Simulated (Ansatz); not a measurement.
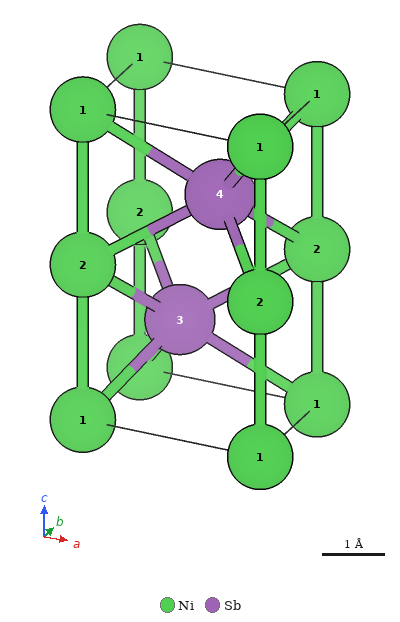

*The input geometry (ball-and-stick view of the cell of the calculation, seen slightly off an axis; atoms are numbered from 1 in the order of the input). An atom can appear more than once, as a periodic image.*

Near neighbours in the periodic cell (some may lie outside the picture): Ni has 2 Ni at 2.58 Å and 6 Sb at 2.63 Å; Sb has 6 Ni at 2.63 Å.

**Run report: NiSb, density-of-states calculation (part 1 of 2)**

System: NiSb (P6₃/mmc, 4 atoms in the cell).
Method: DFT PBE, spin-orbit coupling, plane waves, PAW (Ansatz 0.2.0).

The structure derives from an entry of the Crystallography Open Database. Figures and captions count atoms from 1; the log counts them from 0 in places.

Input file
```yaml
crystal:
  lattice:
    - [3.9710518376, 0.0, 0.0]
    - [-1.9855259188, 3.4390317711, 0.0]
    - [0.0, 0.0, 5.1680081343]
  atoms:
    - { symbol: Ni, position: [0.0, 0.0, 0.0], spin: 0.8, spin_axis: [0.0, 0.0, 1.0] }
    - { symbol: Ni, position: [0.0, 0.0, 0.5], spin: 0.8, spin_axis: [0.0, 0.0, 1.0] }
    - { symbol: Sb, position: [0.3333333333, 0.6666666667, 0.25] }
    - { symbol: Sb, position: [0.6666666667, 0.3333333333, 0.75] }
basis:
  ecutwfc: 420
  ecutrho_ratio: 4
kpoints:
  mp_grid: { grid: [10, 10, 8] }
hamiltonian:
  xc: pbe
scf:
  occupations: { method: gaussian, width: 0.05 }
output:
  forces: true
  stress: true
  eigenvalues: true
  populations: true
  dos: { projected: true, de: 0.02 }
  write_density: true
  write_potential: true
  elf: true
  volumetric_format: npy
magnetization:
  noncollinear: true
  spin_orbit: true
```

Machine: 4 threads of Arm Neoverse V2, 24 GiB of memory available, shared host.

Run as:
```bash
ansatz run input.yaml --threads 4 --pin off --max-ram 7168MiB --backend cpu --events-out ev --progress --plain --runs-dir out
```

Output
```
Warning: output.stress: scf.convergence.dr2_threshold = 1e-7 eV (the SCF's general default) is looser than the 4e-10 eV advised for a printed stress (1e-10 eV for each atom of the cell: 4). What an SCF threshold leaves in a stress goes as its square root, and in the free energy as the threshold itself, and one threshold admits the most on a small cell: of the crystals measured, under no hybrid functional and no lock of the moments, on runs that ended without the residual-converged pass, on stresses that held no estimate of that error, the worst erred by over 100 MPa in a component at 1e-7 eV an atom and by under 5 at 1e-10. Set scf.convergence.dr2_threshold to 4e-10 eV or tighter. The threshold is an SCF's pass mark: one that does not reach it within its budget of iterations ends unconverged, or closes short of it on a stop that the run arms, and scf.convergence.dr2_threshold's page says what that costs each kind of run
Engine: ansatz 0.2.0, aarch64-unknown-linux-gnu
Pseudopotentials: kind: paw_fr
Pseudopotential: Ni, paw_fr, valence charge 18, recommended cutoff 420 eV (normal), Ni.paw.azcp#standard-fr
Pseudopotential: Sb, paw_fr, valence charge 15, recommended cutoff 420 eV (normal), Sb.paw.azcp#standard-fr
Functional definition: PBE
  parameter kappa = 0.804
  parameter beta = 0.06672455060314922
  exchange = pbe_x(kappa = kappa, mu = beta*pi^2/3)
  correlation = pbe_c(beta = beta)
Crystal: 4 atoms, lattice volume = 70.577 Å³
Basis set: ecut = 420 eV, 1409 PW (Γ), exchange–correlation on 54×54×72 points (8 copies of the dense FFT grid, shifted against one another)
Bands: 80, of which v1, the nominal top of the filled ones, is band 66 counted from 1 (65 counted from 0)
Symmetry: 12 space group operations + 12 with time reversal
Magnetic group: BNS 194.270 (UNI 1500), of the structure as read, at distance tolerance 4.1e-5 Å
k-points: 70 of 800 (time reversal used)
Projection manifold: j_resolved (fully-relativistic pseudo-atomic orbitals)
Non-local potential: Ni, projectors of the file, l = 0: 3, l = 1: 4, l = 2: 6, l = 3: 2
Non-local potential: Sb, projectors of the file, l = 0: 2, l = 1: 4, l = 2: 4, l = 3: 4
PAW form: soft (Blöchl's): semilocal exchange-correlation on the pseudo side does not see the compensation charge
PAW one-centre angular grid: Ni, 590 points (default); XC on 64 Gauss nodes
PAW one-centre angular grid: Sb, 590 points (default); XC on 96 Gauss nodes
Initial density: superposition of atomic densities (chi_scale 0.1, normalization cell)
Starting moments: Σ|m| = 1.6 μB on 2 of 4 sites
Initial wavefunctions: pseudopotential atomic-orbital guess
Functional: x = pbe(κ = 0.804, μ = 0.2195149727645171), c = pbe(β = 0.06672455060314922)
SCF iter   1: F=—  HF=-24657.804341 eV  |F-HF|=—  |Δ(HF+E_count)|=         —  Δρ=1.79e-1  dr2=2.13e1  dr2_m=1.70e0  ethr=3.10e-3  |M|=1.33e-1 ∫|m|=2.99e-1 μB  |m|>n=0.0e0 m-floor=0.0e0 τ_xc=2.3e-16 mc-row=0.0e0  β_m=0.30  ⟨swp⟩=8.0  Hψ=27238  notcnv=0  defer=148
preconditioner: auto → Kerker (q_TF=auto, 2.698 Å⁻¹)  [metal: Δε(μ)=0.022 eV  Ē_g=17.940 eV  σ=0.050 eV  W_gap=0.23  n_scr=22 (ndim 8)  ℏωp=31.3 eV  f_vac=0.000  D(μ)=1.28/eV (n_scr^D=2)]
spin=Noncollinear: Kerker preconditioning applied to the charge; magnetization (m_x, m_y, m_z) channels mix plain (no charge-response kernel on spin).
SCF iter   2: F=—  HF=-24655.651658 eV  |F-HF|=—  |Δ(HF+E_count)|=    2.15e0  Δρ=6.06e-2  dr2=1.38e0  dr2_m=5.94e-1  ethr=3.10e-3  |M|=2.61e-1 ∫|m|=4.28e-1 μB  |m|>n=0.0e0 m-floor=0.0e0 τ_xc=2.4e-5 mc-row=0.0e0  β_m=0.30  ⟨swp⟩=3.2  Hψ=11932  notcnv=0  defer=563
SCF iter   3: F=—  HF=-24655.289971 eV  |F-HF|=—  |Δ(HF+E_count)|=   3.62e-1  Δρ=5.41e-2  dr2=1.85e0  dr2_m=4.73e-1  ethr=2.10e-3  |M|=1.28e-1 ∫|m|=3.06e-1 μB  |m|>n=0.0e0 m-floor=0.0e0 τ_xc=4.1e-5 mc-row=0.0e0  β_m=0.30  ⟨swp⟩=2.1  Hψ=8492  notcnv=0  defer=532
SCF iter   4: F=—  HF=-24655.019388 eV  |F-HF|=—  |Δ(HF+E_count)|=   2.71e-1  Δρ=6.32e-2  dr2=2.29e0  dr2_m=1.20e-1  ethr=2.10e-3  |M|=2.98e-1 ∫|m|=4.01e-1 μB  |m|>n=0.0e0 m-floor=0.0e0 τ_xc=3.8e-5 mc-row=0.0e0  β_m=0.30  ⟨swp⟩=3.1  Hψ=8138  notcnv=0  defer=540
SCF iter   5: F=—  HF=-24654.859640 eV  |F-HF|=—  |Δ(HF+E_count)|=   1.60e-1  Δρ=2.90e-2  dr2=6.24e-2  dr2_m=1.36e-1  ethr=2.10e-3  |M|=1.74e-1 ∫|m|=2.93e-1 μB  |m|>n=0.0e0 m-floor=0.0e0 τ_xc=4.2e-5 mc-row=0.0e0  β_m=0.30  ⟨swp⟩=2.1  Hψ=6923  notcnv=0  defer=514
SCF iter   6: F=—  HF=-24654.880113 eV  |F-HF|=—  |Δ(HF+E_count)|=   2.05e-2  Δρ=2.25e-2  dr2=1.31e-1  dr2_m=8.18e-2  ethr=9.45e-5  |M|=1.62e-1 ∫|m|=2.62e-1 μB  |m|>n=0.0e0 m-floor=0.0e0 τ_xc=3.8e-5 mc-row=0.0e0  β_m=0.30  ⟨swp⟩=2.1  Hψ=7276  notcnv=0  defer=514
Mixer restart at iter 6: flushing history
spin-set hold released at iteration 6 (site moments contracting): the magnetisation degrees of freedom join the quasi-Newton model from the next iteration; the mixer history was flushed
SCF iter   7: F=—  HF=-24654.874635 eV  |F-HF|=—  |Δ(HF+E_count)|=   5.48e-3  Δρ=2.17e-2  dr2=1.58e-2  dr2_m=7.62e-2  ethr=9.45e-5  |M|=9.23e-2 ∫|m|=2.02e-1 μB  |m|>n=0.0e0 m-floor=0.0e0 τ_xc=3.4e-5 mc-row=0.0e0  β_m=0.45  ⟨swp⟩=2.0  Hψ=7151  notcnv=0  defer=514
SCF iter   8: F=—  HF=-24654.881450 eV  |F-HF|=—  |Δ(HF+E_count)|=   6.81e-3  Δρ=1.51e-2  dr2=3.00e-2  dr2_m=3.69e-2  ethr=2.39e-5  |M|=7.64e-2 ∫|m|=1.60e-1 μB  |m|>n=0.0e0 m-floor=0.0e0 τ_xc=2.5e-5 mc-row=0.0e0  β_m=0.32  ⟨swp⟩=2.1  Hψ=11367  notcnv=0  defer=530
SCF iter   9: F=—  HF=-24654.885674 eV  |F-HF|=—  |Δ(HF+E_count)|=   4.22e-3  Δρ=7.79e-3  dr2=6.34e-3  dr2_m=9.82e-3  ethr=2.39e-5  |M|=2.10e-2 ∫|m|=7.55e-2 μB  |m|>n=0.0e0 m-floor=0.0e0 τ_xc=1.1e-5 mc-row=0.0e0  β_m=0.56  ⟨swp⟩=2.0  Hψ=7312  notcnv=0  defer=530
SCF iter  10: F=—  HF=-24654.886955 eV  |F-HF|=—  |Δ(HF+E_count)|=   1.28e-3  Δρ=1.20e-3  dr2=1.53e-4  dr2_m=2.32e-4  ethr=9.61e-6  |M|=3.26e-3 ∫|m|=1.62e-2 μB  |m|>n=0.0e0 m-floor=0.0e0 τ_xc=1.4e-6 mc-row=0.0e0  β_m=0.78  ⟨swp⟩=2.0  Hψ=7180  notcnv=0  defer=530
SCF iter  11: F=—  HF=-24654.887133 eV  |F-HF|=—  |Δ(HF+E_count)|=   1.78e-4  Δρ=1.04e-3  dr2=4.66e-4  dr2_m=2.04e-6  ethr=2.33e-7  |M|=3.25e-4 ∫|m|=1.81e-3 μB  |m|>n=0.0e0 m-floor=0.0e0 τ_xc=1.9e-7 mc-row=0.0e0  β_m=0.89  ⟨swp⟩=2.0  Hψ=6944  notcnv=0  defer=530
SCF iter  12: F=—  HF=-24654.887115 eV  |F-HF|=—  |Δ(HF+E_count)|=   1.74e-5  Δρ=1.71e-4  dr2=6.56e-6  dr2_m=4.73e-6  ethr=2.33e-7  |M|=5.95e-4 ∫|m|=1.18e-3 μB  |m|>n=0.0e0 m-floor=0.0e0 τ_xc=9.9e-9 mc-row=0.0e0  β_m=0.95  ⟨swp⟩=2.0  Hψ=6751  notcnv=0  defer=530
SCF iter  13: F=—  HF=-24654.887115 eV  |F-HF|=—  |Δ(HF+E_count)|=   5.15e-7  Δρ=9.29e-5  dr2=5.27e-6  dr2_m=4.72e-8  ethr=9.94e-9  |M|=3.73e-5 ∫|m|=2.02e-4 μB  |m|>n=0.0e0 m-floor=0.0e0 τ_xc=5.7e-10 mc-row=0.0e0  β_m=0.97  ⟨swp⟩=2.0  Hψ=5720  notcnv=0  defer=530
SCF iter  14: F=—  HF=-24654.887115 eV  |F-HF|=—  |Δ(HF+E_count)|=   1.87e-7  Δρ=1.80e-5  dr2=5.76e-8  dr2_m=5.25e-8  ethr=1.52e-10  |M|=6.96e-5 ∫|m|=8.63e-5 μB  |m|>n=0.0e0 m-floor=0.0e0 τ_xc=3.0e-10 mc-row=0.0e0  β_m=0.99  ⟨swp⟩=14.6  Hψ=44173  notcnv=0
SCF iter  15: F=—  HF=-24654.887115 eV  |F-HF|=—  |Δ(HF+E_count)|=   3.66e-8  Δρ=3.61e-6  dr2=4.23e-9  dr2_m=2.13e-9  ethr=8.73e-11  |M|=3.58e-6 ∫|m|=5.35e-5 μB  |m|>n=0.0e0 m-floor=0.0e0 τ_xc=6.6e-11 mc-row=0.0e0  β_m=0.99  ⟨swp⟩=7.1  Hψ=30991  notcnv=0
SCF iter  16: F=-24654.887115 eV  HF=-24654.887115 eV  |F-HF|=3.27e-11  |Δ(HF+E_count)|=   1.98e-9  Δρ=3.57e-7  dr2=6.54e-11  dr2_m=2.17e-11  ethr=6.41e-12  |M|=7.21e-7 ∫|m|=3.00e-6 μB  |m|>n=0.0e0 m-floor=0.0e0 τ_xc=5.6e-14 mc-row=0.0e0  ⟨swp⟩=7.0  Hψ=28359  notcnv=0
WARN: the starting moments were not kept: the SCF closed with an absolute magnetisation of 2.9e-6 μB, where they sum to 1.6 μB in size (2 sites). That is at most 0.1 of that sum. Measured as dr2_m measures the in/out step, that magnetisation stands 2.5e-12 eV from none, at or under the dr2_threshold of 1.0e-7 eV: it is no larger than a step whose dr2_m would equal this threshold. The system may hold no moment; this SCF shows only that its start led to no more than that. To try another start: raise the starting moments (crystal.atoms[].spin, magnetization.per_species, magnetization.initial_magnetization, or on a non-collinear deck that types none of these the spinor_matrix: blocks that start its atoms; where the total moment is fixed, keep their sum and leave initial_magnetization as it is; typed ones take the place of any that the run laid by itself, positive ones on a crystal's lanthanoids without a Hubbard term where scf.initial_density.shell_occupations: [] is typed) or, if the notice of its spin-set hold's release reads "site moments contracting" or "site moments show no strong build", lengthen the hold (scf.mixing.spin_hold: { on: { confirm: 4 } }; for m-r²SCAN on two components see the key's manual first). Each may lead to a state that holds a moment. A second SCF, from the converged charge density, with the starting moments and any scf.initial_density.shell_occupations laid on it anew, would have followed, and was not run: the deck does not ask for one (magnetization.retry_lost_moments is false, the default). To let it run, set magnetization.retry_lost_moments: true and run the deck again, where that key's refused combinations let it; where memory then withholds it, that run's warning says so.
SCF 1 converged in 16 iterations: F = -24654.887115 eV  dr2 = 6.54e-11
  greatest PAW one-centre occupation: 1.001 electrons in one spin orbital (limit 2), on the Ni atom at site 1 (counted from 0), in its partial waves of l = 1
```

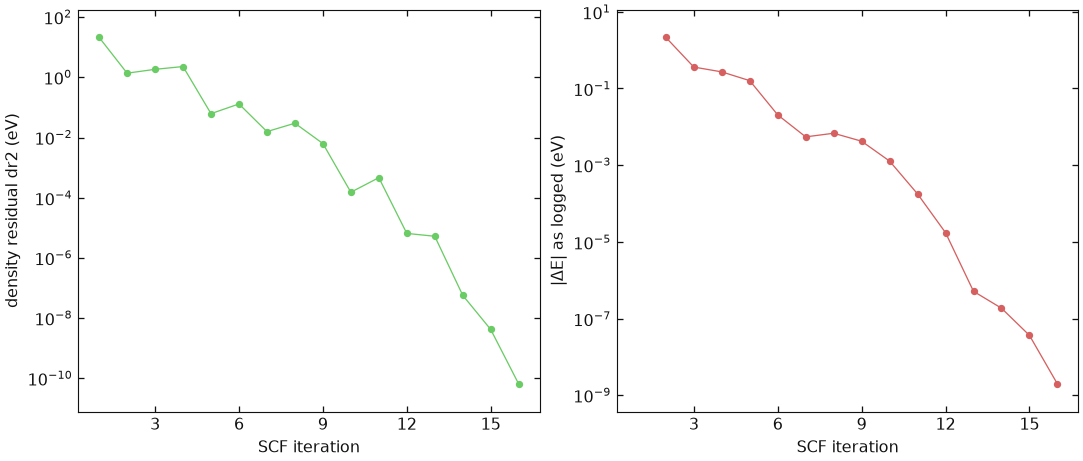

*Convergence of the self-consistent field: density residual dr2 and size of the energy change against the SCF iteration.*

The residual falls unevenly and jumps up by a factor of two or more 2 times on the way down.

```
SCF converged after 16 iterations
Magnetization: |M| = 0.0000 μB,  M = (-0.0000, +0.0000, +0.0000) μB
Absolute magnetization: 0.0000 μB (∫|m|, with the PAW one-centre terms)
  site 0: m = (-0.0000, +0.0000, +0.0000) μB, |m| = 0.0000 μB  (R = 1.07 Å)
  site 1: m = (+0.0000, +0.0000, +0.0000) μB, |m| = 0.0000 μB  (R = 1.07 Å)
  site 2: m = (-0.0000, +0.0000, +0.0000) μB, |m| = 0.0000 μB  (R = 1.09 Å)
  site 3: m = (+0.0000, -0.0000, +0.0000) μB, |m| = 0.0000 μB  (R = 1.09 Å)
Free energy (F): -24654.887115 eV
Harris-Foulkes:  -24654.887115 eV  (|F-HF|=3.27e-11)
Internal energy: -24654.885886 eV  (E = F + TS)
E sigma→0 (E₀):  -24654.886500 eV
Entropy (-TS):   -0.001229 eV (-0.307 meV/atom)
Fermi energy:    14.690215 eV
```
